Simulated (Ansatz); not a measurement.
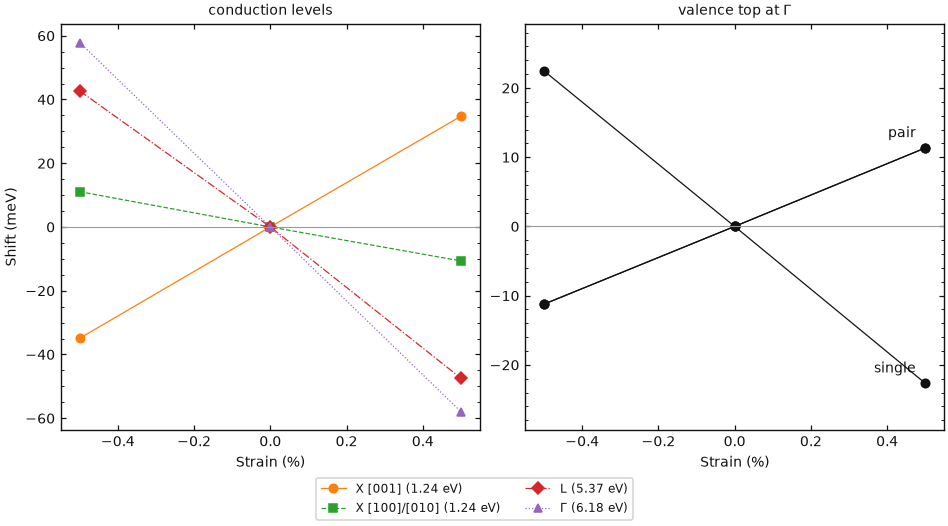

Shifts of the lowest conduction level at the points named, against the centre of the valence top at Γ (unstrained energies in the legend), and the splitting of that top about its centre. Directions are on the cubic axes.

System: zincblende SiC, space group F-43m (No. 216), 2 atoms in the primitive cell, in a cell relaxed beforehand; cubic a = 4.357 Å. Here the cell is stretched along z by ±0.5 %, with x and y held, and the atoms are carried along without relaxing. Level of theory: PBEsol, Ansatz PAW set, no spin polarisation, no spin-orbit coupling, 10×10×10 k mesh, 420 eV cutoff, fixed occupations; code Ansatz 0.2.0.

How fast does each conduction level move?

Answer. For each 1 % of strain: +70 meV at X [001], −22 meV at X [100]/[010], −90 meV at L and −116 meV at Γ.

What shear deformation potential follows for the X valleys?

Answer. For the X valleys E[001] − E[100] = Ξu (εzz − εxx), and the splitting is +91 meV for 1 %, so Ξu = 9.1 eV.

How does the valence top split?

Answer. The threefold valence top splits at 68 meV for each 1 % of strain; under tension the single level lies below the pair. With E(single) − E(pair) = 3b (εzz − εxx), b = −2.26 eV.

The PAW data sets were made with another functional. LDA, GGA and most meta-GGA functionals understate gaps. Spin-orbit coupling, left out here, splits this threefold top even without strain.
